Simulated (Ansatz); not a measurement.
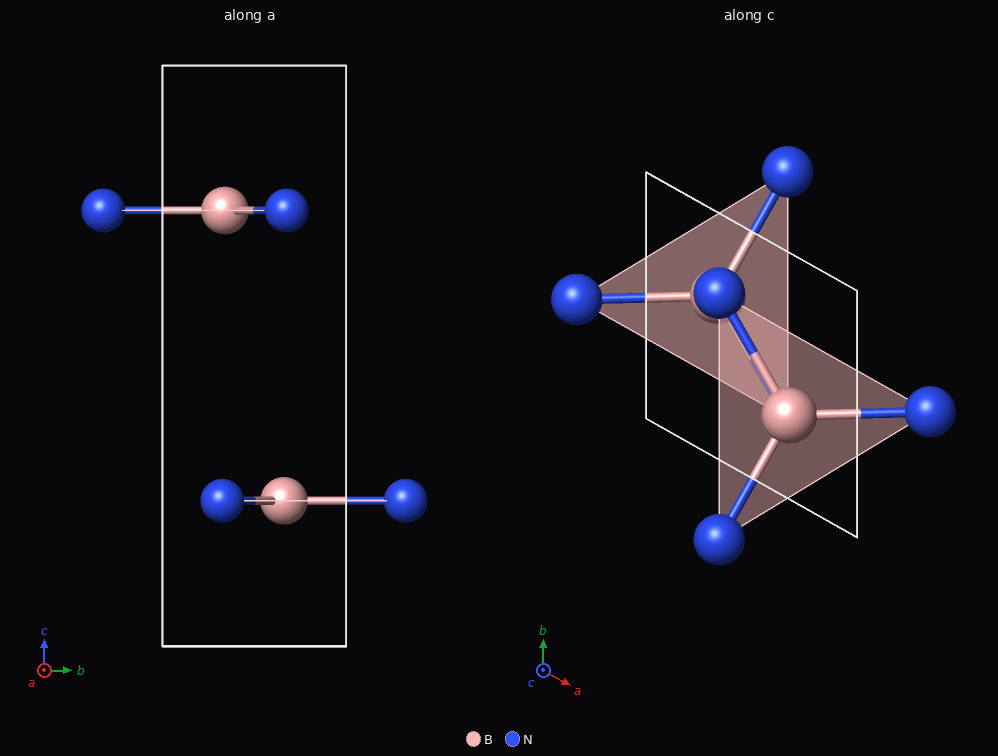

Shown here is a polyhedral view of the crystal, taken along the a axis and along the c axis. The edges of the unit cell are marked. A few atoms beyond the faces are included.

BN, a = 2.45 Å, b = 2.50 Å, c = 6.89 Å, α = 90.00°, β = 90.00°, γ = 119.38°.

Run with DFT r2SCAN, scalar-relativistic, plane waves, PAW in Ansatz 0.2.0 and these settings: E_cut = 500 eV, the zone sampled with 12×12×4 points, Gaussian smearing of 0.02 eV, no spin polarisation.

Is it conducting or gapped at this level?

Answer. An insulator at this level, with a gap of 4.77 eV.

Under what pressure is the structure?

Answer. The computed pressure is 5.8 GPa (compressed: it would expand). The stress isn't hydrostatic: its largest component is 17.6 GPa.

The cell started as a structure listed in the Materials Project. The cell was then strained or its atoms displaced on purpose. A calculation with Ansatz used it as input.

At this level of theory the cell isn't at rest (compressed, at 6 GPa), so its distances can differ from those at equilibrium, the more so the softer the solid.
